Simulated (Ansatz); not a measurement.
```
Rh
1.0
     2.65426    0.00000    0.00000
     0.00000    2.65426    0.00000
     0.00000    0.00000   26.26107
Rh
7
Direct
  0.50000 0.50000 0.28559
  0.00000 0.00000 0.35706
  0.50000 0.50000 0.42853
  0.00000 0.00000 0.50000
  0.50000 0.50000 0.57147
  0.00000 0.00000 0.64294
  0.50000 0.50000 0.71441
```

Not relaxed (largest force 0.7 eV/Å); computed without spin polarisation.

These are results of DFT LDA, scalar-relativistic, plane waves, PAW (Ansatz 0.2.0), not measurements.

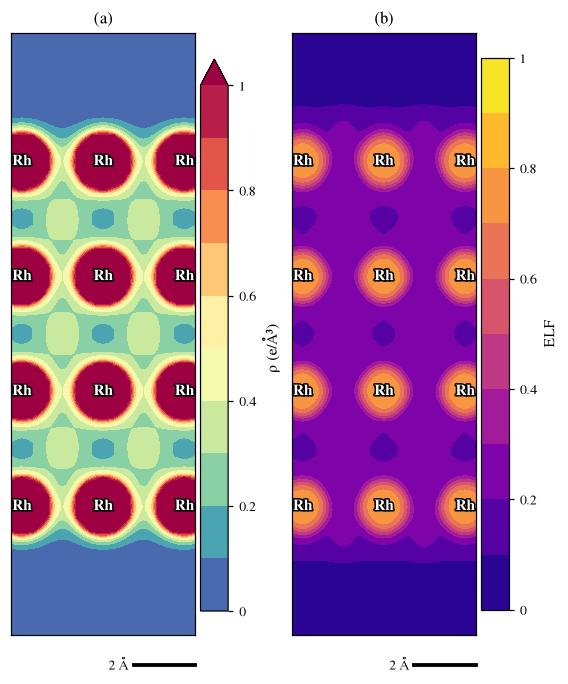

Rh (slab). (a) valence pseudo-density; (b) electron localisation function on the (010) plane of the calculation cell, a cut from vacuum to vacuum.

> What do the fields say about this system?

- Atoms in the plane: Rh.
- Rh–Rh (2.65 Å): ρ at the midpoint is about 0.38 e/Å³; the ELF is about 0.25 at the midpoint: no shared electron pair shows on this line.
- The density dies away to nearly zero in the vacuum.
- The features right at Rh lie inside the PAW spheres, where the map follows smoothed inner orbitals and isn't to be read closely.

> Does the calculation give a band gap?

It is gapless in this calculation (a metal or semimetal).
